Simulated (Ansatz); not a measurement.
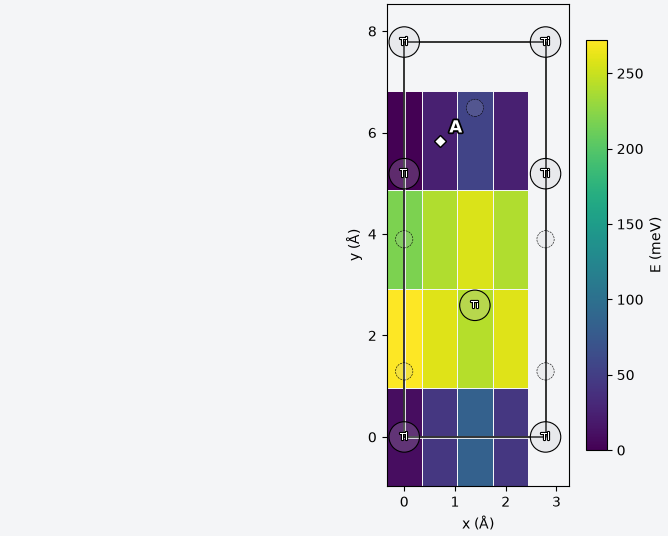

Si on a Ti(110) slab cut from the P6/mmm phase, its upper half relaxed before the scan (18 atoms of substrate and one adsorbate in a 2 × 1 cell). Si is moved over the surface cell at a fixed height above a rigid substrate; the origin of the map has the adsorbate above Ti15; the height is held at 3.10 Å. Places are given modulo a cell vector. The map is drawn in real space over the plane of the surface. The scan uses a 4 × 4 grid; 12 points were computed and 4 follow by symmetry. Places are given in fractions of the 1 × 1 surface cell. All energies are given in meV relative to the lowest grid point. The runs have no spin polarisation, so an open-shell adsorbate far from the surface lies too high. At a fixed height the lowest place need not be the adsorption site. Level of theory: DFT PBE+D3(BJ), scalar-relativistic, plane waves, PAW in Ansatz 0.2.0. Settings: cutoff 420 eV, k-mesh 5×4×1, gaussian smearing 0.1 eV, no spin polarisation.

In the figure: one coloured cell a grid point, labelled circles for the atoms of the top layer and small ones for the second layer, the outline of one cell of the plane, the point A.

Which way does the force act at A, and how strong is it?

A, at (1/4, 3/4) of the cell vectors, is not a stationary point. The computed force is 0.066 eV/Å in the plane, pointing left in the picture (components −0.061 and −0.025 eV/Å).

PAW datasets: the set soft_1.
